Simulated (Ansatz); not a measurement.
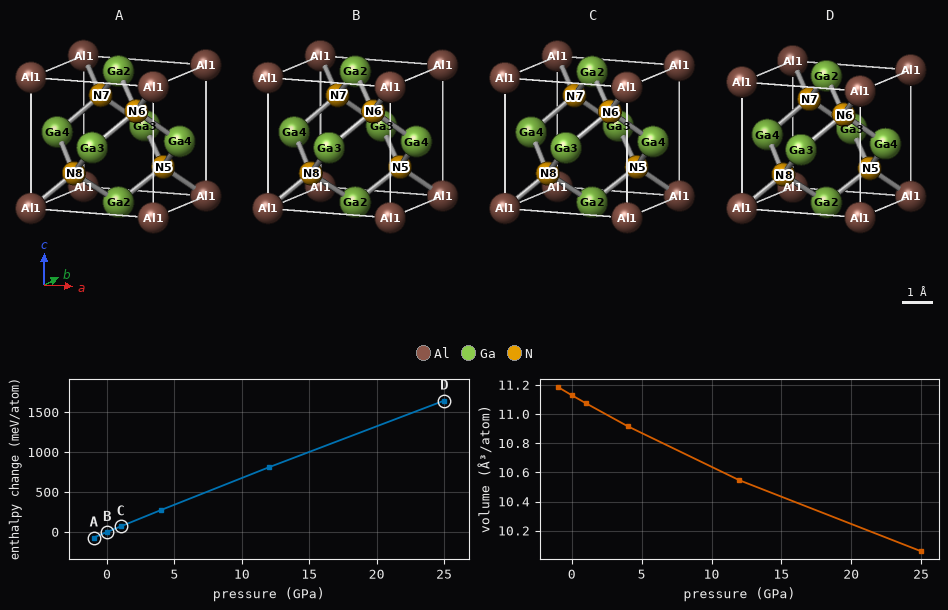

Members of a series of calculations on a crystal of AlGa₃N₄ (set up in P-43m), marked on the first curve. A ball-and-stick model of the cell of the calculation, seen slightly off an axis.

Method: DFT r2SCAN, scalar-relativistic, plane waves, PAW (Ansatz). Set-up: plane-wave cutoff 500 eV; k-point mesh 6 × 6 × 6; occupations gaussian; smearing width 0.02 eV; no spin polarisation.

Q: Describe the series.

A: The structure is relaxed at several pressures. A (pressure −1.0 GPa): enthalpy change −69.6 meV/atom, volume 11.19 Å³ per atom. B (pressure 0.0 GPa): enthalpy change 0.0 meV/atom, volume 11.13 Å³ per atom. C (pressure 1.0 GPa): enthalpy change 69.3 meV/atom, volume 11.07 Å³ per atom. D (pressure 25.0 GPa): enthalpy change 1646 meV/atom, volume 10.06 Å³ per atom. The rest compares A with D. Cell: a = b = c 4.473 → 4.317 Å (−3.5 %). Volume −10.1 %. Near-neighbour distances before and after: Ga–N 1.951 → 1.884 Å, Al–N 1.895 → 1.828 Å.
